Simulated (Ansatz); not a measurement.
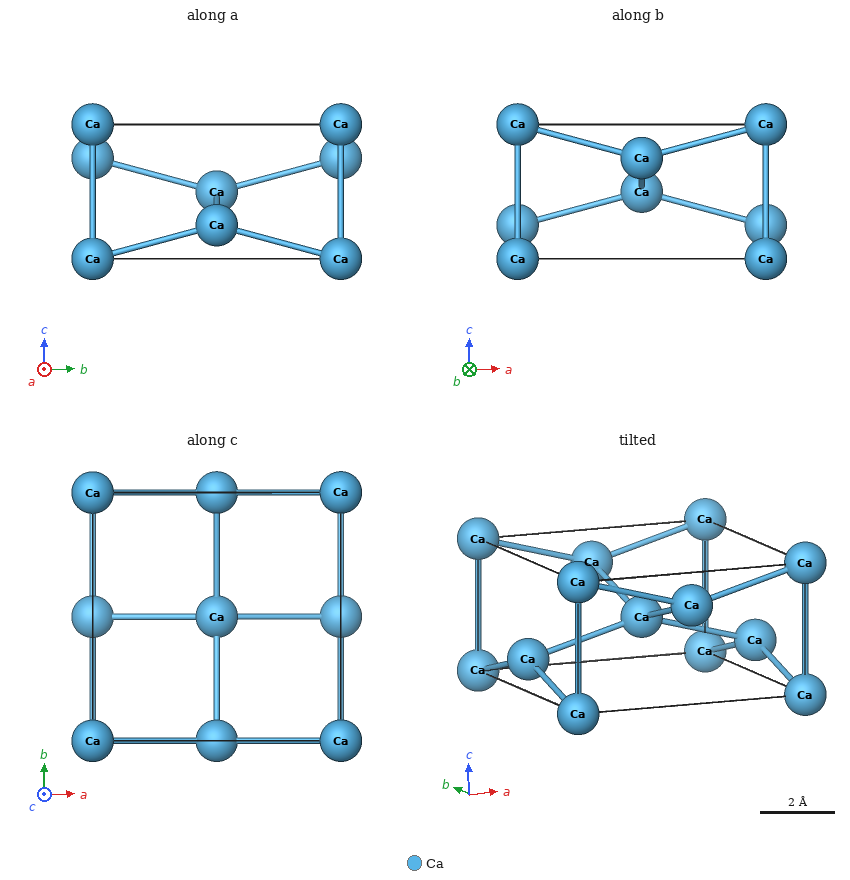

The image is a ball-and-stick drawing of a crystal, viewed along the a axis, along the b axis, along the c axis and slightly off an axis. The drawn cell (a repeat of the simulation cell) is drawn as a box.

Lattice parameters: a = 6.725 Å, b = 6.725 Å, c = 3.638 Å, α = 89.99°, β = 89.99°, γ = 89.97°. Put a along x and b in the xy plane.

**Write down what is shown as a POSCAR file.**

```
Ca
1.0
     6.725    0.000    0.000
     0.004    6.725    0.000
     0.001    0.001    3.638
Ca
4
Direct
  0.0000 0.9999 0.0000
  0.4999 0.0000 0.7500
  0.5000 0.4999 0.5000
  0.9999 0.5000 0.2500
```

The structure was taken from a structure type filled with this element by a generator (whether the element takes this form wasn't checked). Atoms and cell were optimised with Ansatz, DFT, PBEsol, plane waves (420 eV) with PAW, scalar-relativistic.
